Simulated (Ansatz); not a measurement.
## Geometry relaxation, with input and output: Zn16Se15 (charge +1) (part 4 of 4)

Zn16Se15 (defect cell, 31 atoms in the cell, total charge +1); DFT PBE, scalar-relativistic, plane waves, PAW, spin-polarised (Ansatz 0.2.0); cutoff 420 eV, 2×2×2 k-mesh, Gaussian smearing of 0.01 eV, collinear spins. The structure derives from a Materials Project entry. It belongs to a series of runs on one base structure; here: Se vacancy (site c), charge +1, atoms relaxed at the host's cell.

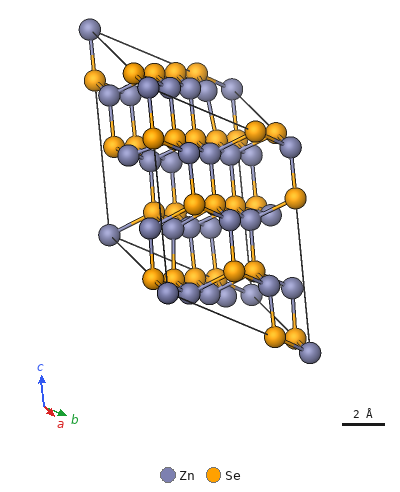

The geometry at step 4 of the log (ball-and-stick view of the cell of the calculation, seen slightly off an axis).

**Trajectory as extended XYZ, continued**
```
31
Lattice="-5.7318 5.7318 -5.7318 5.7318 -5.7318 -5.7318 -5.7318 -5.7318 5.7318" Properties=species:S:1:pos:R:3:forces:R:3 step=2 energy=-135166.27872
Zn   -2.9421    0.0762   -2.7896    0.3126  -0.3126  -0.3126
Zn   -2.8468   -2.8659    0.0190   -0.0443  -0.0554  -0.0443
Zn   -2.8659   -5.7508    2.8468   -0.0554   0.0443   0.0443
Zn   -5.6555    2.7896   -2.7896   -0.3126   0.3126  -0.3126
Zn   -2.8468    2.8849   -5.7318   -0.0443  -0.0443  -0.0554
Zn   -5.6555    0.0762   -0.0762   -0.3126  -0.3126   0.3126
Zn   -5.7317   -2.8468    2.8468    0.0554  -0.0443   0.0443
Zn    2.8849   -5.7508   -2.8658   -0.0443   0.0443   0.0554
Zn   -5.7317   -5.7508   -5.7127    0.0554   0.0443  -0.0443
Zn   -2.8659   -2.8468   -5.7127   -0.0554  -0.0443  -0.0443
Zn   -2.8468   -5.7317   -2.8849   -0.0443   0.0554   0.0443
Zn   -0.0190   -2.8468   -2.8658    0.0443  -0.0443   0.0554
Zn    2.7896   -2.9421   -5.8080    0.3126   0.3126   0.3126
Zn   -0.0190   -5.7508    0.0000    0.0443   0.0443  -0.0554
Zn   -5.7508   -2.8659   -2.8849    0.0443  -0.0554   0.0443
Zn   -0.0190    0.0000   -5.7127    0.0443   0.0554  -0.0443
Se   -4.2806   -1.4010    1.4010   -0.0422   0.0615  -0.0615
Se   -4.2988   -4.2988    4.2988    0.0000   0.0000   0.0000
Se   -1.4010   -1.4649   -7.1465    0.0615  -0.0615  -0.0422
Se   -4.2806    4.2669   -4.2669   -0.0422  -0.0615   0.0615
Se   -1.4010   -4.2806   -4.3308    0.0615  -0.0422  -0.0615
Se   -1.4649   -7.1966   -1.4511   -0.0615  -0.0615   0.0422
Se    1.4329   -4.2988   -1.4329    0.0000   0.0000   0.0000
Se    4.2669   -4.3170   -4.3308   -0.0615   0.0422  -0.0615
Se   -4.3170   -1.4010   -4.2669    0.0422   0.0615   0.0615
Se   -4.2988   -4.2988   -1.4329    0.0000   0.0000   0.0000
Se   -1.4649   -1.4010   -1.4147   -0.0615   0.0615  -0.0422
Se    1.4147   -1.4649   -4.3308    0.0422  -0.0615  -0.0615
Se   -1.4010   -4.3170    1.4649    0.0615   0.0422   0.0615
Se   -7.1328   -1.4010   -1.4511    0.0615   0.0615   0.0422
Se   -1.4649    1.4511   -4.2669   -0.0615  -0.0422   0.0615
31
Lattice="-5.7318 5.7318 -5.7318 5.7318 -5.7318 -5.7318 -5.7318 -5.7318 5.7318" Properties=species:S:1:pos:R:3:forces:R:3 step=3 energy=-135166.59614
Zn   -2.8284   -0.0374   -2.9033    0.1032  -0.1032  -0.1032
Zn   -2.8644   -2.8796    0.0015    0.0080   0.0401   0.0080
Zn   -2.8796   -5.7332    2.8644    0.0401  -0.0080  -0.0080
Zn   -5.7692    2.9033   -2.9033   -0.1032   0.1032  -0.1032
Zn   -2.8644    2.8673   -5.7455    0.0080   0.0080   0.0401
Zn   -5.7692   -0.0374    0.0374   -0.1032  -0.1032   0.1032
Zn   -5.7180   -2.8644    2.8644   -0.0401   0.0080  -0.0080
Zn    2.8673   -5.7332   -2.8522    0.0080  -0.0080  -0.0401
Zn   -5.7180   -5.7332   -5.7303   -0.0401  -0.0080   0.0080
Zn   -2.8796   -2.8644   -5.7303    0.0401   0.0080   0.0080
Zn   -2.8644   -5.7180   -2.8673    0.0080  -0.0401  -0.0080
Zn   -0.0015   -2.8644   -2.8522   -0.0080   0.0080  -0.0401
Zn    2.9033   -2.8284   -5.6943    0.1032   0.1032   0.1032
Zn   -0.0015   -5.7332   -0.0137   -0.0080  -0.0080   0.0401
Zn   -5.7332   -2.8796   -2.8673   -0.0080   0.0401  -0.0080
Zn   -0.0015    0.0137   -5.7303   -0.0080  -0.0401   0.0080
Se   -4.2900   -1.4139    1.4139    0.0931  -0.0410   0.0410
Se   -4.2988   -4.2988    4.2988    0.0000   0.0000   0.0000
Se   -1.4139   -1.4520   -7.1558   -0.0410   0.0410   0.0931
Se   -4.2900    4.2797   -4.2797    0.0931   0.0410  -0.0410
Se   -1.4139   -4.2900   -4.3179   -0.0410   0.0931   0.0410
Se   -1.4520   -7.1838   -1.4418    0.0410   0.0410  -0.0931
Se    1.4329   -4.2988   -1.4329    0.0000   0.0000   0.0000
Se    4.2797   -4.3077   -4.3179    0.0410  -0.0931   0.0410
Se   -4.3077   -1.4139   -4.2797   -0.0931  -0.0410  -0.0410
Se   -4.2988   -4.2988   -1.4329    0.0000   0.0000   0.0000
Se   -1.4520   -1.4139   -1.4241    0.0410  -0.0410   0.0931
Se    1.4241   -1.4520   -4.3179   -0.0931   0.0410   0.0410
Se   -1.4139   -4.3077    1.4520   -0.0410  -0.0931  -0.0410
Se   -7.1456   -1.4139   -1.4418   -0.0410  -0.0410  -0.0931
Se   -1.4520    1.4418   -4.2797    0.0410   0.0931  -0.0410
31
Lattice="-5.7318 5.7318 -5.7318 5.7318 -5.7318 -5.7318 -5.7318 -5.7318 5.7318" Properties=species:S:1:pos:R:3:forces:R:3 step=4 energy=-135166.62720
Zn   -2.7130   -0.1529   -3.0188   -0.0661   0.0661   0.0661
Zn   -2.8668   -2.8981   -0.0009   -0.0172  -0.0056  -0.0172
Zn   -2.8981   -5.7308    2.8668   -0.0056   0.0172   0.0172
Zn   -5.8847    3.0188   -3.0188    0.0661  -0.0661   0.0661
Zn   -2.8668    2.8650   -5.7640   -0.0172  -0.0172  -0.0056
Zn   -5.8847   -0.1529    0.1529    0.0661   0.0661  -0.0661
Zn   -5.6995   -2.8668    2.8668    0.0056  -0.0172   0.0172
Zn    2.8650   -5.7308   -2.8337   -0.0172   0.0172   0.0056
Zn   -5.6995   -5.7308   -5.7327    0.0056   0.0172  -0.0172
Zn   -2.8981   -2.8668   -5.7327   -0.0056  -0.0172  -0.0172
Zn   -2.8668   -5.6995   -2.8650   -0.0172   0.0056   0.0172
Zn    0.0009   -2.8668   -2.8337    0.0172  -0.0172   0.0056
Zn    3.0188   -2.7130   -5.5788   -0.0661  -0.0661  -0.0661
Zn    0.0009   -5.7308   -0.0322    0.0172   0.0172  -0.0056
Zn   -5.7308   -2.8981   -2.8650    0.0172  -0.0056   0.0172
Zn    0.0009    0.0322   -5.7327    0.0172   0.0056  -0.0172
Se   -4.2563   -1.4391    1.4391   -0.0844   0.0200  -0.0200
Se   -4.2988   -4.2988    4.2988    0.0000   0.0000   0.0000
Se   -1.4391   -1.4268   -7.1222    0.0200  -0.0200  -0.0844
Se   -4.2563    4.3050   -4.3050   -0.0844  -0.0200   0.0200
Se   -1.4391   -4.2563   -4.2927    0.0200  -0.0844  -0.0200
Se   -1.4268   -7.1585   -1.4754   -0.0200  -0.0200   0.0844
Se    1.4329   -4.2988   -1.4329    0.0000   0.0000   0.0000
Se    4.3050   -4.3413   -4.2927   -0.0200   0.0844  -0.0200
Se   -4.3413   -1.4391   -4.3050    0.0844   0.0200   0.0200
Se   -4.2988   -4.2988   -1.4329    0.0000   0.0000   0.0000
Se   -1.4268   -1.4391   -1.3904   -0.0200   0.0200  -0.0844
Se    1.3904   -1.4268   -4.2927    0.0844  -0.0200  -0.0200
Se   -1.4391   -4.3413    1.4268    0.0200   0.0844   0.0200
Se   -7.1709   -1.4391   -1.4754    0.0200   0.0200   0.0844
Se   -1.4268    1.4754   -4.3050   -0.0200  -0.0844   0.0200
31
Lattice="-5.7318 5.7318 -5.7318 5.7318 -5.7318 -5.7318 -5.7318 -5.7318 5.7318" Properties=species:S:1:pos:R:3:forces:R:3 step=5 energy=-135166.65598
Zn   -2.7577   -0.1082   -2.9740    0.0042  -0.0042  -0.0042
Zn   -2.8698   -2.8836   -0.0040   -0.0052   0.0085  -0.0052
Zn   -2.8836   -5.7278    2.8698    0.0085   0.0052   0.0052
Zn   -5.8399    2.9740   -2.9740   -0.0042   0.0042  -0.0042
Zn   -2.8698    2.8619   -5.7495   -0.0052  -0.0052   0.0085
Zn   -5.8399   -0.1082    0.1082   -0.0042  -0.0042   0.0042
Zn   -5.7140   -2.8698    2.8698   -0.0085  -0.0052   0.0052
Zn    2.8619   -5.7278   -2.8482   -0.0052   0.0052  -0.0085
Zn   -5.7140   -5.7278   -5.7357   -0.0085   0.0052  -0.0052
Zn   -2.8836   -2.8698   -5.7357    0.0085  -0.0052  -0.0052
Zn   -2.8698   -5.7140   -2.8619   -0.0052  -0.0085   0.0052
Zn    0.0040   -2.8698   -2.8482    0.0052  -0.0052  -0.0085
Zn    2.9740   -2.7577   -5.6236    0.0042   0.0042   0.0042
Zn    0.0040   -5.7278   -0.0177    0.0052   0.0052   0.0085
Zn   -5.7278   -2.8836   -2.8619    0.0052   0.0085   0.0052
Zn    0.0040    0.0177   -5.7357    0.0052  -0.0085  -0.0052
Se   -4.2763   -1.4335    1.4335    0.0106   0.0121  -0.0121
Se   -4.2988   -4.2988    4.2988    0.0000   0.0000   0.0000
Se   -1.4335   -1.4324   -7.1422    0.0121  -0.0121   0.0106
Se   -4.2763    4.2994   -4.2994    0.0106  -0.0121   0.0121
Se   -1.4335   -4.2763   -4.2982    0.0121   0.0106  -0.0121
Se   -1.4324   -7.1641   -1.4555   -0.0121  -0.0121  -0.0106
Se    1.4329   -4.2988   -1.4329    0.0000   0.0000   0.0000
Se    4.2994   -4.3213   -4.2982   -0.0121  -0.0106  -0.0121
Se   -4.3213   -1.4335   -4.2994   -0.0106   0.0121   0.0121
Se   -4.2988   -4.2988   -1.4329    0.0000   0.0000   0.0000
Se   -1.4324   -1.4335   -1.4104   -0.0121   0.0121   0.0106
Se    1.4104   -1.4324   -4.2982   -0.0106  -0.0121  -0.0121
Se   -1.4335   -4.3213    1.4324    0.0121  -0.0106   0.0121
Se   -7.1653   -1.4335   -1.4555    0.0121   0.0121  -0.0106
Se   -1.4324    1.4555   -4.2994   -0.0121   0.0106   0.0121
31
Lattice="-5.7318 5.7318 -5.7318 5.7318 -5.7318 -5.7318 -5.7318 -5.7318 5.7318" Properties=species:S:1:pos:R:3:forces:R:3 step=6 energy=-135166.65598
Zn   -2.7577   -0.1082   -2.9740    0.0042  -0.0042  -0.0042
Zn   -2.8698   -2.8836   -0.0040   -0.0052   0.0085  -0.0052
Zn   -2.8836   -5.7278    2.8698    0.0085   0.0052   0.0052
Zn   -5.8399    2.9740   -2.9740   -0.0042   0.0042  -0.0042
Zn   -2.8698    2.8619   -5.7495   -0.0052  -0.0052   0.0085
Zn   -5.8399   -0.1082    0.1082   -0.0042  -0.0042   0.0042
Zn   -5.7140   -2.8698    2.8698   -0.0085  -0.0052   0.0052
Zn    2.8619   -5.7278   -2.8482   -0.0052   0.0052  -0.0085
Zn   -5.7140   -5.7278   -5.7357   -0.0085   0.0052  -0.0052
Zn   -2.8836   -2.8698   -5.7357    0.0085  -0.0052  -0.0052
Zn   -2.8698   -5.7140   -2.8619   -0.0052  -0.0085   0.0052
Zn    0.0040   -2.8698   -2.8482    0.0052  -0.0052  -0.0085
Zn    2.9740   -2.7577   -5.6236    0.0042   0.0042   0.0042
Zn    0.0040   -5.7278   -0.0177    0.0052   0.0052   0.0085
Zn   -5.7278   -2.8836   -2.8619    0.0052   0.0085   0.0052
Zn    0.0040    0.0177   -5.7357    0.0052  -0.0085  -0.0052
Se   -4.2763   -1.4335    1.4335    0.0107   0.0121  -0.0121
Se   -4.2988   -4.2988    4.2988    0.0000   0.0000   0.0000
Se   -1.4335   -1.4324   -7.1422    0.0121  -0.0121   0.0107
Se   -4.2763    4.2994   -4.2994    0.0107  -0.0121   0.0121
Se   -1.4335   -4.2763   -4.2982    0.0121   0.0107  -0.0121
Se   -1.4324   -7.1641   -1.4555   -0.0121  -0.0121  -0.0107
Se    1.4329   -4.2988   -1.4329    0.0000   0.0000   0.0000
Se    4.2994   -4.3213   -4.2982   -0.0121  -0.0107  -0.0121
Se   -4.3213   -1.4335   -4.2994   -0.0107   0.0121   0.0121
Se   -4.2988   -4.2988   -1.4329    0.0000   0.0000   0.0000
Se   -1.4324   -1.4335   -1.4104   -0.0121   0.0121   0.0107
Se    1.4104   -1.4324   -4.2982   -0.0107  -0.0121  -0.0121
Se   -1.4335   -4.3213    1.4324    0.0121  -0.0107   0.0121
Se   -7.1653   -1.4335   -1.4555    0.0121   0.0121  -0.0107
Se   -1.4324    1.4555   -4.2994   -0.0121   0.0107   0.0121
```

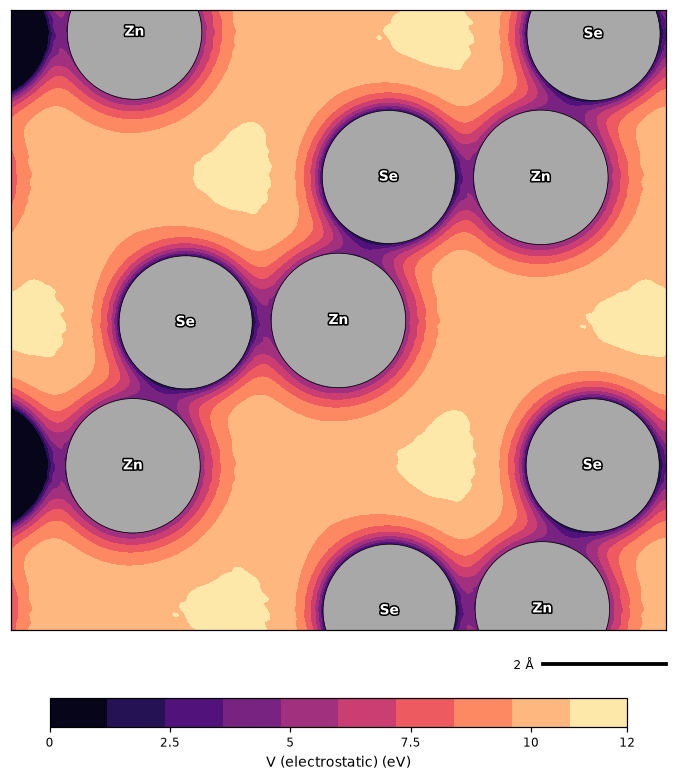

Electrostatic potential energy of an electron on the (101̄) plane of the calculation cell. Grey discs, where drawn, cover atomic cores. Atoms in the plane: Zn and Se. Outside the cores the potential energy rises away from the atoms and is highest about 2.4 Å from the nearest atoms; outside the discs it spans about 10 eV, and its zero is arbitrary. The fields are those of the smooth PAW valence density.

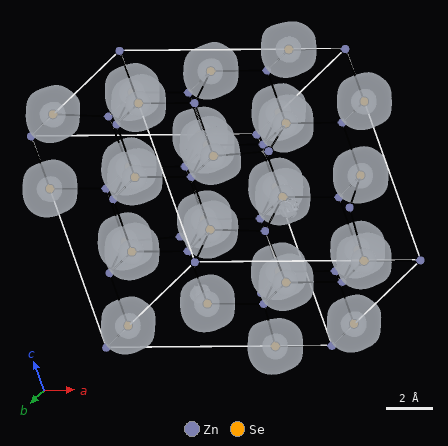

Isosurface of the ELF at 0.65 (grey), seen at an oblique angle. Core shells and regions of very low density are left out. Sticks mark near contacts. The outline is the calculation cell. Values along the shortest contacts: Zn–Se (2.44 Å): the ELF is about 0.60 at the midpoint. Zn–Se (2.49 Å): the ELF is about 0.60 at the midpoint.

**Key numbers**

- outcome: converged
- electrons treated: 431
- free energy: −135166.6560 eV
- Fermi energy: 7.382 eV
- gap on the k-point mesh: 0.21 eV
- net moment of the cell: 1.00 μB
- integrated absolute moment: 1.05 μB
- final volume: 753.22 Å³
- largest force (length of the vector) at the end: 0.020 eV/Å
- hardware: 4 threads of Intel Xeon @ 2.50GHz (Skylake/Cascade Lake), 189 GiB of memory available, shared host
- wall time: 8.2 min (CPU time 30 min)
- peak memory: 3.7 GiB

The cell is charged and computed with a neutralising background, so its energy and pressure depend on the cell and aren't those of a real crystal.
